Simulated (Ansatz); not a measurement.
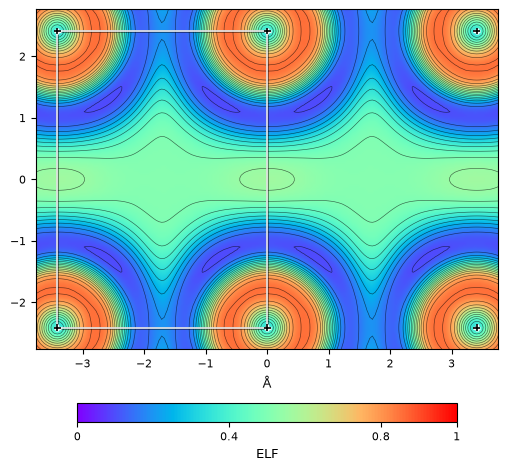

The electron localisation function on a plane through atoms (crosses mark nuclei in the plane).

Method: DFT, RPBE, plane waves (420 eV) with PAW, scalar-relativistic (Ansatz 0.2.0).

Candidates:
A. Co, a = 3.44 Å, b = 3.44 Å, c = 3.43 Å, α = 90.00°, β = 90.00°, γ = 90.00°. Space group Fm-3m; set up as Co, fcc; a generated structure, not necessarily the stable one; changed on purpose from its base cell (volume × 0.96); computed pressure about 25 GPa in this cell; spin-polarised.
B. Y, a = 3.41 Å, b = 3.41 Å, c = 3.41 Å, α = 90.00°, β = 90.00°, γ = 90.00°. Space group Pm-3m; set up as Y, simple cubic; a generated structure, not necessarily the stable one; changed on purpose from its base cell (volume × 1.08); computed without spin polarisation.
C. Tl, a = 5.77 Å, b = 5.77 Å, c = 3.55 Å, α = 90.00°, β = 90.00°, γ = 120.00°. Space group P6/mmm; set up as Tl, omega (AlB2-type); a generated structure, not necessarily the stable one; computed without spin polarisation.

Which candidate gave the map?

Candidate B: Y on the (011) plane of the conventional cell, which holds Y. Y–Y (3.41 Å): the ELF is about 0.20 at the midpoint (no localised pair shows between them).
